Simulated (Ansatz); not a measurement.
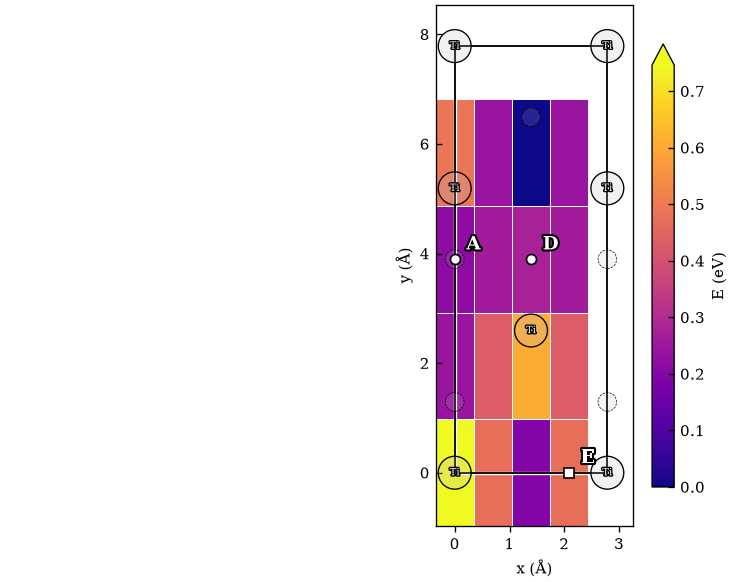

Si on a Ti(110) slab cut from the P6/mmm phase, its upper half relaxed before the scan (18 atoms of substrate and one adsorbate in a 2 × 1 cell). 
- Si is moved over the surface cell at a fixed height above a rigid substrate; the origin of the map has the adsorbate above Ti15; the height is held at 2.20 Å.
- Places are given modulo a cell vector. The map is drawn in real space over the plane of the surface.
- The scan uses a 4 × 4 grid; 12 points were computed and 4 follow by symmetry.
- Places are given in fractions of the 1 × 1 surface cell.
- Energies are in eV, from the lowest grid point.
- The runs have no spin polarisation, so an open-shell adsorbate far from the surface lies too high. At a fixed height the lowest place need not be the adsorption site.
- The calculation used DFT PBE+D3(BJ), scalar-relativistic, plane waves, PAW (Ansatz). Settings: cutoff 420 eV, k-mesh 5×4×1, gaussian smearing 0.1 eV, no spin polarisation.

Drawn: one coloured cell a grid point, labelled circles for the atoms of the top layer and small ones for the second layer, the outline of one cell of the plane, one colour for all values above the top of the scale, lettered points.

> Is E the lowest point of the computed grid?

No. E lies 0.475 eV above the lowest grid point, which is at (2/4, 3/4) of the cell vectors [nearest 2 Ti at 2.68 Å].

> Rank the lettered points by energy, lowest first.

A (0.219 eV), D (0.276 eV), E (0.475 eV).

PAW datasets: the set soft_1.
